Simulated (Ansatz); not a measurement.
# Single-point calculation of Ti₃H (part 3 of 3)

Ti₃H (slab, 4 atoms in the cell); DFT PBE, scalar-relativistic, plane waves, PAW, PAW set soft_1, spin-polarised (Ansatz 0.2.0); cutoff 420 eV, 9×9×1 k-mesh, Gaussian smearing of 0.1 eV, collinear spins. The structure derives from an entry of the Crystallography Open Database.

Geometry of the input (Å; fractional positions):
```
2.9075  0.0000  0.0000
0.0000  2.9075  0.0000
0.0000  0.0000  20.8060
Ti 0.5000  0.5000  0.1923
Ti 0.0000  0.0000  0.2837
Ti 0.5000  0.5000  0.3752
H  0.6667  0.6667  0.4463
```

```
at 4 of the mixer's solves, the last at iteration 19, it left a direction of its history that read negative out of its fit and stepped the other way along it
WARN: The output density's exchange-correlation potential varies sharply where the density is thin. Do not read a vacuum level from v_tot or v_xc, or from such a field of the output density. On a cell that repeats whose density bears no net charge and no dipole along the vacuum's axis use v_es (v_loc + v_h of the components); under efield.dipole_correction with no amplitude use v_es + v_field, which holds any external_charges[].barrier, or the levels of the report's work_function block, which leave it out; under a non-zero efield.amplitude the vacuum is tilted and has no level; on a cell that repeats and bears such a dipole with no correction it is tilted too, and efield.dipole_correction with no amplitude gives each side of its ramp a level where efield: is served; in a cell that repeats whose density bears a net charge (total_charge, or a fill off its count) it is curved and has none; of a slab under crystal.periodic whose density bears no net charge use v_es, which has a level on each side, short of where the two are joined; of another it falls or rises all the way out and has none; of a slab beside external_charges read slab_vacuum_level instead, which it has where they leave it neutral. The grid or the basis barely resolves most such structure, and the values can differ between equally converged runs; as a rule a tighter scf.convergence.dr2_threshold does not remove it. Where the density itself ripples (under the LDA too) a higher basis.ecutwfc lessens it. The files hold the spikes' plane waves up to the density's cutoff. Files: v_tot_of_output_density and the like, and their columns of v_z.tsv (output.write_potential); v_xc_of_output_density and the like, and their columns of v_comp_z.tsv (output.write_potential_components). Measured: with its Gaussian average of σ = 0.25 Å subtracted twice, the exchange-correlation potential is over 0.1 eV at 8 of the grid points where the equally averaged density (valence and model cores) is under 1e-3 e/Å³, and 0.168 eV at the most among them, at an averaged density of 6.5e-9 e/Å³. The input density's (outcome.potential() and, of a run that writes arrays, v_tot and v_xc) is over 0.1 eV, so measured, at 6 points of its own thin density, 0.148 eV at the most. See output.write_potential in the manual, Limitations
SCF converged after 30 iterations
Magnetization: 0.6730 μB (18.8365 up, 18.1635 down)
Absolute magnetization: 0.8348 μB (∫|ρ↑−ρ↓|, with the PAW one-centre terms)
Spin contamination: 0.0420 ħ² per cell (⟨S²⟩ above its minimum at these occupations)
Per-site moments (μB) at R_I (Å): [(0.4231689410434466, 1.155602813296531), (-0.06541171837774334, 1.155602813296531), (0.01684152001373715, 0.6727742792844315), (-0.0018342229925664858, 0.6727742792844315)]
Free energy (F): -7512.763827 eV
Harris-Foulkes:  -7512.763827 eV  (|F-HF|=8.91e-11)
Internal energy: -7512.748123 eV  (E = F + TS)
E sigma→0 (E₀):  -7512.755975 eV
Entropy (-TS):   -0.015704 eV (-3.926 meV/atom)
Fermi energy:    0.517330 eV
Dipole field:    D = -0.091150 V/Å  (p = -0.088601 e·Å, saw-weighted, corrected)
Work function:   Φ+ = 5.9654 eV   Φ− = 4.0689 eV
Levels:          The Fermi level and band energies are counted from a zero that moves with the ramp; work functions are not
--- Per-component energies (eV) ---
  E_band       = -931.236375
  E_kinetic    = 858.211382
  E_local      = -29095.065014  (includes V_loc(G=0)·N_el)
  E_nonlocal   = 183.313692
  E_hartree    = 14047.396713
  E_xc         = -356.231369
  E_vxc        = -446.253954  (∫ρ·V_xc dr)
  E_paw        = -3128.045288  (= ΣΔE_a)
  E_vpaw       = -524.054271  (= ΣTr[D̂ρ^β])
  E_aug_tail   = -0.001174  (compensation charges beyond the density's cutoff)
  E_efield     = 0.004038  (sawtooth field / dipole correction)
  E_vefield    = -2.179290  (∫n·V_field dr)
  E_ewald      = 9977.668898
  E_smearing   = -0.015704  (= −TS)
  E_closure    = -0.000000  (closes the sum)
  Σ components = -7512.763827   (vs F -7512.763827, Δ=0.00e0)
--- Forces (eV/Å), atoms counted from 1 ---
  atom   1  Ti     0.03705820     0.03705820    -0.07304461
  atom   2  Ti    -0.00629618    -0.00629618    -0.47545253
  atom   3  Ti    -0.96347762    -0.96347762    -0.63661694
  atom   4  H      0.93271636     0.93271636     1.18510147
  max |Σ_I F_I| component: 1.26e-5 eV/Å
--- Band table (eV; the first three rows and the last of 50) ---
  k-point 0 ↑: bands = ["-56.4299", "-56.0982", "-55.7627", "-32.8853", "-32.4676", "-32.4609", "-32.4491", "-32.2072", "-32.1900", "-31.9013", "-31.8629", "-31.8426", "-5.0052", "-3.6672", "-2.2794", "-1.5231", "-1.1282", "-0.1547", "0.2621", "1.2836", "1.5789", "1.5876", "2.4187"]
  k-point 1 ↑: bands = ["-56.4244", "-56.0921", "-55.7597", "-32.8799", "-32.5209", "-32.4537", "-32.4426", "-32.2504", "-32.1908", "-31.8974", "-31.8847", "-31.8503", "-4.7587", "-3.4725", "-2.1035", "-1.3911", "-1.0057", "-0.0884", "0.3072", "1.3199", "1.5588", "1.6169", "2.2235"]
  k-point 2 ↑: bands = ["-56.4106", "-56.0766", "-55.7525", "-32.8693", "-32.6341", "-32.4499", "-32.4382", "-32.3603", "-32.1762", "-31.9704", "-31.8785", "-31.8531", "-4.0791", "-2.9747", "-1.7267", "-1.0427", "-0.6740", "0.0791", "0.3684", "1.4791", "1.5959", "1.6469", "1.7517"]
  k-point 24 ↓: bands = ["-55.9797", "-55.9597", "-55.7633", "-32.5804", "-32.5608", "-32.4403", "-32.4318", "-32.2901", "-32.2634", "-32.1348", "-32.1013", "-32.0111", "-1.9751", "-1.4754", "-1.1402", "-0.7082", "-0.6736", "-0.2821", "0.4992", "0.9594", "2.7184", "2.8784", "3.2268"]
--- Löwdin populations: 4 sites ---
  site symbol       q [e]    m [muB]
     0     Ti     11.8526     0.6736
     1     Ti     11.8930    -0.0826
     2     Ti     11.6348     0.0464
     3      H      1.2384    -0.0039
  spilling = 0.010302 (of n_electrons = 37.000000)
```

File populations.tsv:
```
# site	symbol	l	j	q_up	q_dn
# orbitals = lowdin
# n_electrons = 37.000000
# spilling = 0.010302
0	Ti	0_3S	-	0.983762	0.983487
0	Ti	0_4S	-	0.508640	0.422837
0	Ti	1_3P	-	2.994058	2.992860
0	Ti	2_3D	-	1.776658	1.190328
1	Ti	0_3S	-	0.974663	0.973866
1	Ti	0_4S	-	0.454763	0.441530
1	Ti	1_3P	-	2.993772	2.993006
1	Ti	2_3D	-	1.482025	1.579382
2	Ti	0_3S	-	0.975354	0.975150
2	Ti	0_4S	-	0.405863	0.398679
2	Ti	1_3P	-	2.991502	2.991507
2	Ti	2_3D	-	1.467853	1.428848
3	H	0_1S	-	0.617259	0.621157
```

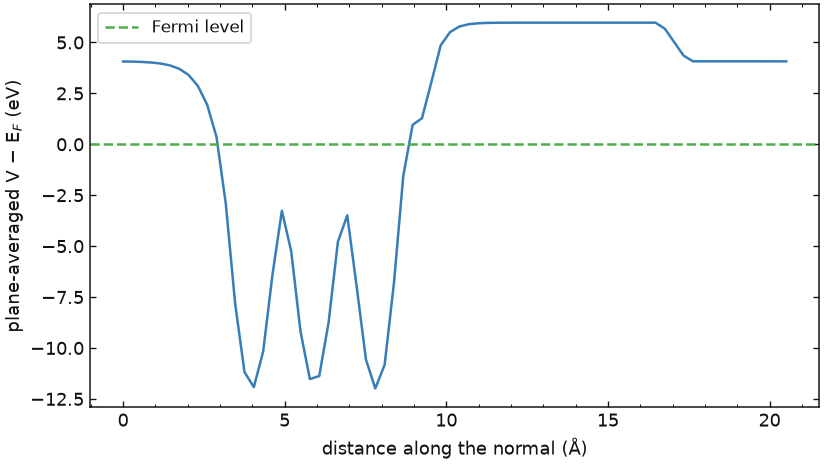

**Figure 1.** Plane average of the electrostatic potential energy of an electron across the cell, from the Fermi level. The vacuum level lies 5.97 eV above the Fermi level on the upper side and 4.07 eV on the lower.

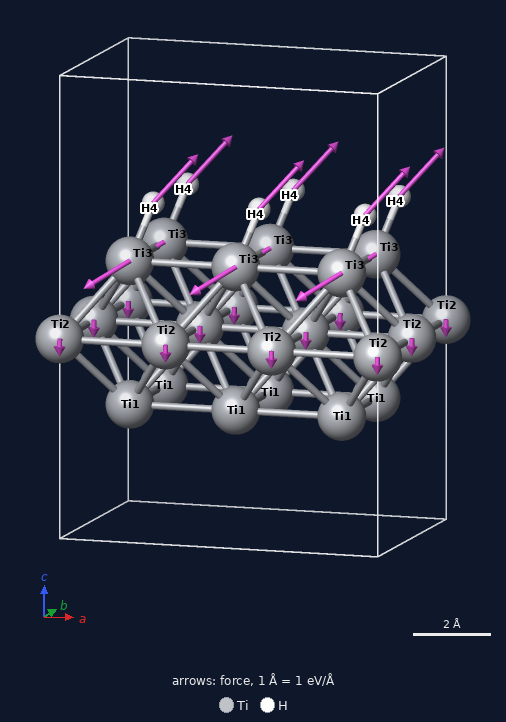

**Figure 2.** Forces on the atoms as pink arrows (ball-and-stick view of the 3 × 2 repeat of the cell, with the vacuum cut short, seen slightly off an axis; atoms are numbered from 1 in the order of the input); the smallest are left out. The largest act on H4 (1.77 eV/Å); Ti3 (1.50 eV/Å). The geometry is not a stationary point of this energy.

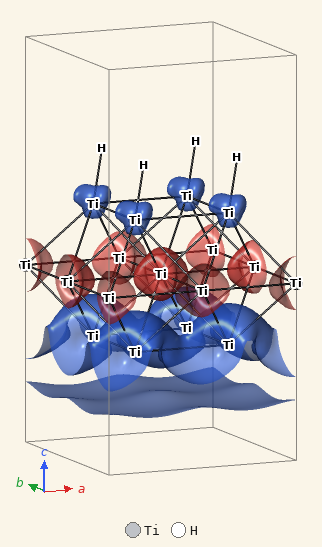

**Figure 3.** Isosurfaces of the magnetisation density (up minus down) at +0.015 (blue) and −0.015 e/Å³ (red), seen slightly off an axis. Sticks mark near contacts. The spin density sits on Ti: +0.4 μB in one cell of 4 atoms: a single local moment. The cell of the calculation (4 atoms) carries 0.7 μB net. The fields are those of the smooth PAW valence density.

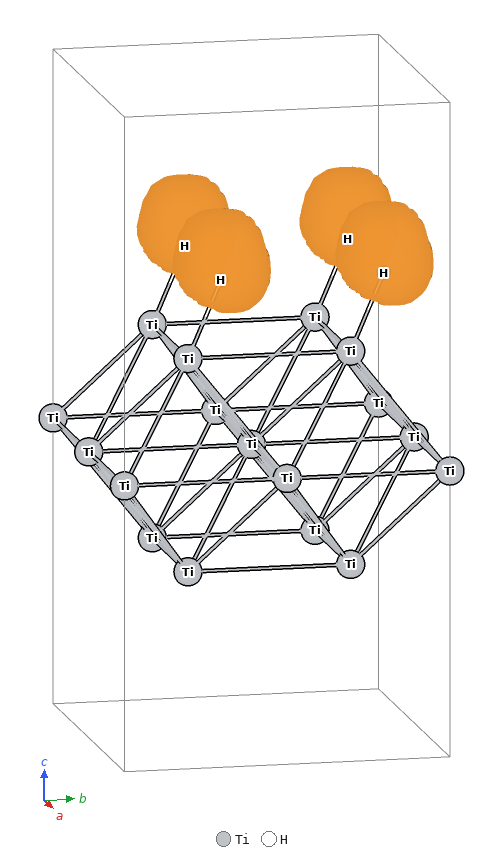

**Figure 4.** Isosurface of the ELF at 0.9 (orange), seen slightly off an axis. Core shells and regions of very low density are left out. Sticks mark near contacts. The ELF exceeds this value in one region around a hydrogen nucleus, counted in one cell of 4 atoms. Along the contacts the grid gives the following. Ti–H (1.63 Å): the ELF climbs to about 1 towards the hydrogen, as it does in any bond to H. Ti–Ti (2.80 Å): the ELF is about 0.20 at the midpoint; no shared electron pair.

Results in brief:

- outcome: converged
- electrons treated: 37
- free energy: −7512.7638 eV
- work function, top face: 5.97 eV
- work function, bottom face: 4.07 eV
- Fermi energy: 0.517 eV
- gap on the k-point mesh: none (metallic)
- net moment of the cell: 0.67 μB
- integrated absolute moment: 0.83 μB
- work function (upper face): 5.97 eV
- largest force (length of the vector): 1.773 eV/Å
- wall time: 93 s
- peak memory: 0.44 GiB

Remarks:

The electronic state found may not be the lowest one. The program warns: the exchange-correlation potential is rough where the density is thin.
